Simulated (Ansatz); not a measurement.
**Run report: C, molecular dynamics (part 2 of 2)**

The same run, continued: C (R-3m, 4 atoms in the cell); DFT, LDA, PAW with Ansatz's default frozen-core files, scalar-relativistic, no spin polarisation (Ansatz 0.2.0); cutoff 420 eV, 5×9×9 k-mesh, Fermi–Dirac smearing of 0.08 eV. The structure derives from an entry of the Crystallography Open Database. It belongs to a series of runs on one base structure; here: 30 steps of 1.5 fs from 300 K.

Geometry of the input (Å; fractional positions):
```
2.4561  1.4180  6.6940
-1.2280  0.7090  3.3470
0.0000  -1.4180  3.3470
C  0.4180  0.8360  0.8360
C  0.9180  0.8360  0.8360
C  0.0820  0.1640  0.1640
C  0.5820  0.1640  0.1640
```

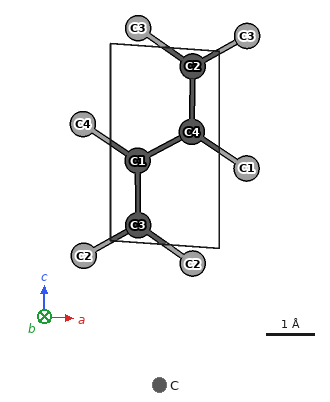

**Figure 1.** The geometry at step 15 of the log (ball-and-stick view of the reduced cell, along the b axis; neighbours outside the cell are drawn fainter; atoms are numbered from 1 in the order of the input).

Trajectory as extended XYZ (Å, eV, eV/Å), 31 frames, from step=0 to step=30:
```
4
Lattice="2.4561 1.4180 6.6940 -1.2280 0.7090 3.3470 0.0000 -1.4180 3.3470" Properties=species:S:1:pos:R:3:forces:R:3 step=0 time_fs=0.0 energy=-971.87126 temperature=225.0 pressure_GPa=-3.72
C     0.0000    0.0000    8.3943    0.0297   0.0171  -0.8984
C     1.2280    0.7090   11.7413    0.0296   0.0171  -0.8984
C     0.0000    0.0000    1.6467   -0.0297  -0.0171   0.8984
C     1.2280    0.7090    4.9937   -0.0296  -0.0171   0.8984
4
Lattice="2.4561 1.4180 6.6940 -1.2280 0.7090 3.3470 0.0000 -1.4180 3.3470" Properties=species:S:1:pos:R:3:forces:R:3 step=1 time_fs=1.5 energy=-971.87475 temperature=196.2 pressure_GPa=-3.63
C     0.0005    0.0005    8.3961    0.1255  -0.2239  -0.8560
C     1.2204    0.7183   11.7315    0.6142  -0.7102  -0.6468
C     0.0022   -0.0060    1.6565   -0.3628   0.7574   0.6557
C     1.2322    0.7061    4.9930   -0.3768   0.1767   0.8471
4
Lattice="2.4561 1.4180 6.6940 -1.2280 0.7090 3.3470 0.0000 -1.4180 3.3470" Properties=species:S:1:pos:R:3:forces:R:3 step=2 time_fs=3.0 energy=-971.86291 temperature=166.5 pressure_GPa=-3.45
C    -0.0003    0.0025    8.3972    0.2429  -0.5357  -0.7787
C     1.2146    0.7255   11.7212    1.0087  -1.3447  -0.3741
C     0.0026   -0.0118    1.6663   -0.5195   1.4733   0.3986
C     1.2360    0.7035    4.9943   -0.7322   0.4071   0.7542
4
Lattice="2.4561 1.4180 6.6940 -1.2280 0.7090 3.3470 0.0000 -1.4180 3.3470" Properties=species:S:1:pos:R:3:forces:R:3 step=3 time_fs=4.5 energy=-971.85009 temperature=148.1 pressure_GPa=-3.28
C    -0.0005    0.0026    8.3969    0.2692  -0.7092  -0.6533
C     1.2109    0.7306   11.7105    1.1961  -1.7882  -0.0813
C     0.0010   -0.0154    1.6764   -0.5226   1.9566   0.1240
C     1.2382    0.7013    4.9976   -0.9426   0.5408   0.6106
4
Lattice="2.4561 1.4180 6.6940 -1.2280 0.7090 3.3470 0.0000 -1.4180 3.3470" Properties=species:S:1:pos:R:3:forces:R:3 step=4 time_fs=6.0 energy=-971.84921 temperature=147.5 pressure_GPa=-3.27
C     0.0011    0.0005    8.3950    0.1382  -0.6720  -0.4915
C     1.2087    0.7329   11.6994    1.2278  -1.8720   0.2228
C    -0.0019   -0.0148    1.6864   -0.4227   2.0304  -0.1642
C     1.2384    0.7001    5.0020   -0.9433   0.5135   0.4330
4
Lattice="2.4561 1.4180 6.6940 -1.2280 0.7090 3.3470 0.0000 -1.4180 3.3470" Properties=species:S:1:pos:R:3:forces:R:3 step=5 time_fs=7.5 energy=-971.86021 temperature=192.7 pressure_GPa=-3.39
C     0.0029   -0.0020    8.3917   -0.0781  -0.5406  -0.2969
C     1.2078    0.7309   11.6890    1.1341  -1.5094   0.5345
C    -0.0059   -0.0100    1.6971   -0.2649   1.6266  -0.4737
C     1.2364    0.6992    5.0068   -0.7911   0.4234   0.2362
4
Lattice="2.4561 1.4180 6.6940 -1.2280 0.7090 3.3470 0.0000 -1.4180 3.3470" Properties=species:S:1:pos:R:3:forces:R:3 step=6 time_fs=9.0 energy=-971.87089 temperature=224.7 pressure_GPa=-3.61
C     0.0043   -0.0049    8.3870   -0.3434  -0.3146  -0.0762
C     1.2091    0.7242   11.6800    0.8716  -0.8131   0.8410
C    -0.0102   -0.0028    1.7081   -0.0459   0.8737  -0.7894
C     1.2321    0.6992    5.0122   -0.4824   0.2540   0.0246
4
Lattice="2.4561 1.4180 6.6940 -1.2280 0.7090 3.3470 0.0000 -1.4180 3.3470" Properties=species:S:1:pos:R:3:forces:R:3 step=7 time_fs=10.5 energy=-971.86505 temperature=199.9 pressure_GPa=-3.83
C     0.0051   -0.0078    8.3824   -0.5980  -0.0313   0.1310
C     1.2132    0.7150   11.6723    0.4164  -0.0258   1.1130
C    -0.0139    0.0048    1.7179    0.2298  -0.0006  -1.0704
C     1.2263    0.6997    5.0174   -0.0481   0.0577  -0.1736
4
Lattice="2.4561 1.4180 6.6940 -1.2280 0.7090 3.3470 0.0000 -1.4180 3.3470" Properties=species:S:1:pos:R:3:forces:R:3 step=8 time_fs=12.0 energy=-971.83942 temperature=147.0 pressure_GPa=-3.92
C     0.0044   -0.0110    8.3786   -0.7247   0.2571   0.2943
C     1.2181    0.7066   11.6666   -0.1428   0.6730   1.3233
C    -0.0172    0.0132    1.7256    0.4968  -0.8617  -1.2863
C     1.2209    0.6994    5.0214    0.3707  -0.0684  -0.3313
4
Lattice="2.4561 1.4180 6.6940 -1.2280 0.7090 3.3470 0.0000 -1.4180 3.3470" Properties=species:S:1:pos:R:3:forces:R:3 step=9 time_fs=13.5 energy=-971.80475 temperature=74.9 pressure_GPa=-3.89
C     0.0032   -0.0135    8.3755   -0.7225   0.4786   0.4059
C     1.2234    0.7004   11.6635   -0.7152   1.2213   1.4441
C    -0.0198    0.0212    1.7309    0.7702  -1.5920  -1.4180
C     1.2175    0.6982    5.0236    0.6675  -0.1079  -0.4320
4
Lattice="2.4561 1.4180 6.6940 -1.2280 0.7090 3.3470 0.0000 -1.4180 3.3470" Properties=species:S:1:pos:R:3:forces:R:3 step=10 time_fs=15.0 energy=-971.77883 temperature=31.0 pressure_GPa=-3.77
C     0.0017   -0.0151    8.3736   -0.6049   0.6071   0.4625
C     1.2280    0.6962   11.6643   -1.1441   1.5645   1.4675
C    -0.0203    0.0268    1.7339    0.9302  -2.0923  -1.4599
C     1.2162    0.6967    5.0247    0.8188  -0.0792  -0.4701
4
Lattice="2.4561 1.4180 6.6940 -1.2280 0.7090 3.3470 0.0000 -1.4180 3.3470" Properties=species:S:1:pos:R:3:forces:R:3 step=11 time_fs=16.5 energy=-971.77895 temperature=42.4 pressure_GPa=-3.68
C    -0.0008   -0.0171    8.3730   -0.3157   0.7497   0.4722
C     1.2294    0.6953   11.6682   -1.1808   1.5979   1.4217
C    -0.0169    0.0286    1.7342    0.6786  -2.2854  -1.4282
C     1.2164    0.6958    5.0258    0.8178  -0.0622  -0.4657
4
Lattice="2.4561 1.4180 6.6940 -1.2280 0.7090 3.3470 0.0000 -1.4180 3.3470" Properties=species:S:1:pos:R:3:forces:R:3 step=12 time_fs=18.0 energy=-971.80480 temperature=110.8 pressure_GPa=-3.63
C    -0.0031   -0.0189    8.3733    0.0321   0.8396   0.4452
C     1.2269    0.6973   11.6753   -0.7796   1.3269   1.3096
C    -0.0097    0.0260    1.7318    0.0396  -2.1357  -1.3278
C     1.2175    0.6951    5.0270    0.7079  -0.0308  -0.4269
4
Lattice="2.4561 1.4180 6.6940 -1.2280 0.7090 3.3470 0.0000 -1.4180 3.3470" Properties=species:S:1:pos:R:3:forces:R:3 step=13 time_fs=19.5 energy=-971.84015 temperature=177.8 pressure_GPa=-3.60
C    -0.0044   -0.0187    8.3751    0.3220   0.7557   0.3766
C     1.2223    0.7016   11.6857   -0.1877   0.8676   1.1117
C    -0.0020    0.0204    1.7271   -0.6429  -1.7120  -1.1424
C     1.2197    0.6941    5.0283    0.5086   0.0887  -0.3458
4
Lattice="2.4561 1.4180 6.6940 -1.2280 0.7090 3.3470 0.0000 -1.4180 3.3470" Properties=species:S:1:pos:R:3:forces:R:3 step=14 time_fs=21.0 energy=-971.86853 temperature=251.1 pressure_GPa=-3.47
C    -0.0046   -0.0154    8.3776    0.4962   0.4764   0.2976
C     1.2167    0.7071   11.6985    0.4618   0.3101   0.8530
C     0.0055    0.0126    1.7208   -1.2193  -1.0785  -0.8962
C     1.2225    0.6933    5.0305    0.2614   0.2920  -0.2544
4
Lattice="2.4561 1.4180 6.6940 -1.2280 0.7090 3.3470 0.0000 -1.4180 3.3470" Properties=species:S:1:pos:R:3:forces:R:3 step=15 time_fs=22.5 energy=-971.88114 temperature=358.5 pressure_GPa=-3.18
C    -0.0034   -0.0105    8.3797    0.4667   0.0097   0.2203
C     1.2111    0.7124   11.7138    1.0510  -0.3658   0.5262
C     0.0117    0.0015    1.7118   -1.5901  -0.2167  -0.5810
C     1.2243    0.6917    5.0336    0.0724   0.5729  -0.1655
4
Lattice="2.4561 1.4180 6.6940 -1.2280 0.7090 3.3470 0.0000 -1.4180 3.3470" Properties=species:S:1:pos:R:3:forces:R:3 step=16 time_fs=24.0 energy=-971.87134 temperature=353.0 pressure_GPa=-2.94
C    -0.0012   -0.0068    8.3811    0.3397  -0.4446   0.1268
C     1.2072    0.7173   11.7311    1.4676  -1.1352   0.1368
C     0.0158   -0.0116    1.7005   -1.7222   0.7841  -0.2073
C     1.2262    0.6901    5.0360   -0.0850   0.7956  -0.0562
4
Lattice="2.4561 1.4180 6.6940 -1.2280 0.7090 3.3470 0.0000 -1.4180 3.3470" Properties=species:S:1:pos:R:3:forces:R:3 step=17 time_fs=25.5 energy=-971.84337 temperature=337.1 pressure_GPa=-2.71
C     0.0019   -0.0048    8.3824    0.1869  -0.7742   0.0243
C     1.2066    0.7213   11.7495    1.6589  -1.8637  -0.2622
C     0.0178   -0.0238    1.6891   -1.6289   1.7399   0.1703
C     1.2290    0.6895    5.0379   -0.2169   0.8980   0.0675
4
Lattice="2.4561 1.4180 6.6940 -1.2280 0.7090 3.3470 0.0000 -1.4180 3.3470" Properties=species:S:1:pos:R:3:forces:R:3 step=18 time_fs=27.0 energy=-971.81268 temperature=267.5 pressure_GPa=-2.69
C     0.0049   -0.0032    8.3847    0.0397  -1.0183  -0.0977
C     1.2101    0.7226   11.7668    1.5872  -2.3749  -0.6323
C     0.0173   -0.0338    1.6779   -1.3143   2.4689   0.5299
C     1.2321    0.6898    5.0396   -0.3126   0.9243   0.2002
4
Lattice="2.4561 1.4180 6.6940 -1.2280 0.7090 3.3470 0.0000 -1.4180 3.3470" Properties=species:S:1:pos:R:3:forces:R:3 step=19 time_fs=28.5 energy=-971.79708 temperature=225.3 pressure_GPa=-2.91
C     0.0060   -0.0031    8.3880   -0.0281  -1.0885  -0.2427
C     1.2166    0.7195   11.7818    1.2756  -2.4655  -0.9659
C     0.0142   -0.0399    1.6674   -0.8825   2.7162   0.8609
C     1.2344    0.6905    5.0401   -0.3650   0.8379   0.3477
4
Lattice="2.4561 1.4180 6.6940 -1.2280 0.7090 3.3470 0.0000 -1.4180 3.3470" Properties=species:S:1:pos:R:3:forces:R:3 step=20 time_fs=30.0 energy=-971.80134 temperature=251.4 pressure_GPa=-3.29
C     0.0065   -0.0053    8.3916   -0.1025  -0.9799  -0.3870
C     1.2247    0.7109   11.7941    0.8224  -1.9985  -1.2564
C     0.0086   -0.0417    1.6579   -0.3103   2.3985   1.1593
C     1.2365    0.6915    5.0402   -0.4096   0.5799   0.4841
4
Lattice="2.4561 1.4180 6.6940 -1.2280 0.7090 3.3470 0.0000 -1.4180 3.3470" Properties=species:S:1:pos:R:3:forces:R:3 step=21 time_fs=31.5 energy=-971.81201 temperature=252.4 pressure_GPa=-3.75
C     0.0066   -0.0084    8.3935   -0.1712  -0.6621  -0.4860
C     1.2338    0.6981   11.8021    0.2556  -1.0280  -1.4665
C     0.0011   -0.0388    1.6498    0.4204   1.6092   1.3849
C     1.2389    0.6955    5.0402   -0.5048   0.0809   0.5676
4
Lattice="2.4561 1.4180 6.6940 -1.2280 0.7090 3.3470 0.0000 -1.4180 3.3470" Properties=species:S:1:pos:R:3:forces:R:3 step=22 time_fs=33.0 energy=-971.80548 temperature=240.6 pressure_GPa=-3.97
C     0.0059   -0.0126    8.3930   -0.1889  -0.1765  -0.5121
C     1.2439    0.6845   11.8063   -0.5044   0.1251  -1.5754
C    -0.0062   -0.0316    1.6445    1.2092   0.5457   1.5034
C     1.2400    0.7008    5.0410   -0.5159  -0.4942   0.5840
4
Lattice="2.4561 1.4180 6.6940 -1.2280 0.7090 3.3470 0.0000 -1.4180 3.3470" Properties=species:S:1:pos:R:3:forces:R:3 step=23 time_fs=34.5 energy=-971.77569 temperature=162.9 pressure_GPa=-3.89
C     0.0056   -0.0177    8.3913   -0.2092   0.3230  -0.4707
C     1.2535    0.6720   11.8070   -1.3500   1.1660  -1.5682
C    -0.0115   -0.0235    1.6425    1.9443  -0.5123   1.5064
C     1.2397    0.7047    5.0437   -0.3851  -0.9768   0.5323
4
Lattice="2.4561 1.4180 6.6940 -1.2280 0.7090 3.3470 0.0000 -1.4180 3.3470" Properties=species:S:1:pos:R:3:forces:R:3 step=24 time_fs=36.0 energy=-971.74094 temperature=107.2 pressure_GPa=-3.56
C     0.0058   -0.0220    8.3899   -0.1898   0.7121  -0.3832
C     1.2609    0.6624   11.8047   -2.0317   1.9654  -1.4682
C    -0.0135   -0.0160    1.6440    2.4497  -1.3923   1.4234
C     1.2394    0.7063    5.0482   -0.2282  -1.2852   0.4280
4
Lattice="2.4561 1.4180 6.6940 -1.2280 0.7090 3.3470 0.0000 -1.4180 3.3470" Properties=species:S:1:pos:R:3:forces:R:3 step=25 time_fs=37.5 energy=-971.72680 temperature=81.5 pressure_GPa=-3.28
C     0.0064   -0.0263    8.3892   -0.1056   1.0353  -0.2757
C     1.2648    0.6570   11.8008   -2.3207   2.3913  -1.3343
C    -0.0107   -0.0103    1.6473    2.4730  -1.9800   1.3131
C     1.2390    0.7061    5.0539   -0.0467  -1.4465   0.2970
4
Lattice="2.4561 1.4180 6.6940 -1.2280 0.7090 3.3470 0.0000 -1.4180 3.3470" Properties=species:S:1:pos:R:3:forces:R:3 step=26 time_fs=39.0 energy=-971.75611 temperature=145.7 pressure_GPa=-3.20
C     0.0068   -0.0308    8.3886    0.0916   1.2987  -0.1624
C     1.2647    0.6590   11.7945   -2.1047   2.2378  -1.1797
C    -0.0027   -0.0078    1.6517    1.8523  -2.1071   1.1860
C     1.2382    0.7042    5.0592    0.1608  -1.4295   0.1561
4
Lattice="2.4561 1.4180 6.6940 -1.2280 0.7090 3.3470 0.0000 -1.4180 3.3470" Properties=species:S:1:pos:R:3:forces:R:3 step=27 time_fs=40.5 energy=-971.81699 temperature=281.2 pressure_GPa=-3.27
C     0.0073   -0.0326    8.3870    0.4006   1.3031  -0.0198
C     1.2606    0.6680   11.7858   -1.4549   1.5611  -0.9812
C     0.0088   -0.0085    1.6574    0.7592  -1.7770   1.0170
C     1.2382    0.6993    5.0647    0.2951  -1.0871  -0.0160
4
Lattice="2.4561 1.4180 6.6940 -1.2280 0.7090 3.3470 0.0000 -1.4180 3.3470" Properties=species:S:1:pos:R:3:forces:R:3 step=28 time_fs=42.0 energy=-971.86744 temperature=363.3 pressure_GPa=-3.36
C     0.0087   -0.0306    8.3852    0.6504   0.9856   0.1308
C     1.2538    0.6807   11.7762   -0.6179   0.5895  -0.7398
C     0.0220   -0.0121    1.6643   -0.4569  -1.1250   0.8073
C     1.2379    0.6917    5.0703    0.4244  -0.4501  -0.1983
4
Lattice="2.4561 1.4180 6.6940 -1.2280 0.7090 3.3470 0.0000 -1.4180 3.3470" Properties=species:S:1:pos:R:3:forces:R:3 step=29 time_fs=43.5 energy=-971.87680 temperature=377.4 pressure_GPa=-3.26
C     0.0114   -0.0262    8.3844    0.7281   0.4462   0.2570
C     1.2456    0.6942   11.7665    0.1670  -0.4806  -0.4691
C     0.0344   -0.0177    1.6728   -1.5031  -0.3069   0.5663
C     1.2368    0.6827    5.0751    0.6080   0.3414  -0.3542
4
Lattice="2.4561 1.4180 6.6940 -1.2280 0.7090 3.3470 0.0000 -1.4180 3.3470" Properties=species:S:1:pos:R:3:forces:R:3 step=30 time_fs=45.0 energy=-971.84577 temperature=317.0 pressure_GPa=-2.99
C     0.0160   -0.0219    8.3847    0.6337  -0.1999   0.3710
C     1.2375    0.7060   11.7567    0.8243  -1.4612  -0.1681
C     0.0441   -0.0239    1.6831   -2.1882   0.5461   0.2925
C     1.2369    0.6738    5.0796    0.7302   1.1149  -0.4955
```

Results in brief:

```csv
quantity,value
outcome,finished
mean temperature over the second half,258 K
trajectory,"30 steps, 45 fs"
ensemble,nvt_langevin
temperature in the input,300 K
time step,1.5 fs
space group of the start (tolerance 0.01 Å),R-3m (166)
electrons treated,16
potential energy (free energy of the electrons) (last step),−971.8458 eV
Fermi energy (last step),6.836 eV
pressure (without the kinetic term) (last step),−3.49 GPa
largest force (length of the vector) (last step),2.274 eV/Å
wall time,29 s (CPU time 56 s)
peak memory,0.46 GiB
```

The program warns: the SCF threshold is looser than advised for the printed stress. So short a trajectory is not equilibrated. The logged temperature at the start can lie below the typed one, since it is counted over all degrees of freedom.
